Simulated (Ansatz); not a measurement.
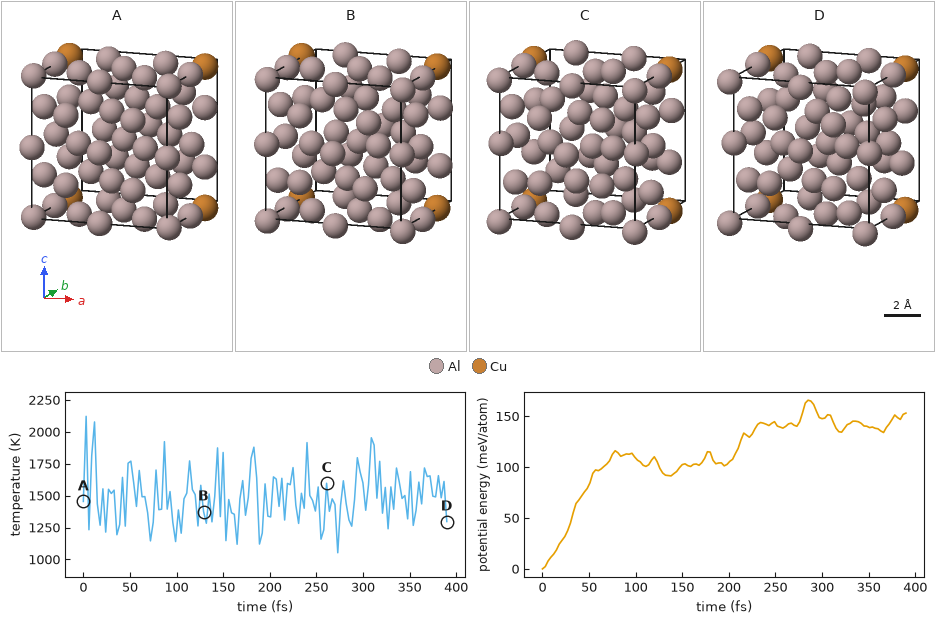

Molecular dynamics of Al with an interstitial Cu (33 atoms in the cell), 390 fs long. Frames (A at 0 fs, B at 129 fs, C at 261 fs, D at 390 fs) and the history of the run. Style: spheres-only. Shown: the simulation cell, slightly off an axis.

Level of theory: Ansatz 0.2.0, DFT PBE, scalar-relativistic, plane waves, PAW. Run with plane-wave cutoff 420 eV; k-point mesh 2 × 2 × 2; Fermi-Dirac smearing 0.15 eV; Langevin thermostat (NVT); set temperature 1500 K; time step 3 fs; friction 0.5 per fs.

### What do the frames and curves show?

The mean temperature in the second half is 1507 K (standard deviation 178 K). The potential energy in the second half lies on average 140 meV per atom above the first frame. In the second half of the run the atoms are, in the root-mean-square, this far from where they began (common drift taken out): Al 0.29 Å, Cu 0.27 Å. That is small against the typical shortest distance between atoms in the first frame, about 2.7 Å: the atoms vibrate about their sites and the arrangement holds. The friction is so strong that the slow modes are overdamped, and the motion no longer resembles free dynamics.

Limits of the set-up: the k-point mesh is coarse for a cell with partly filled bands; the periodic images lie only 8.1 Å apart, so the values are limited by the cell's size.

Cost: 21 min on 2 threads of Arm Neoverse V2, with other jobs on the host, peak memory 1.2 GiB.

PAW datasets: the set soft_1.
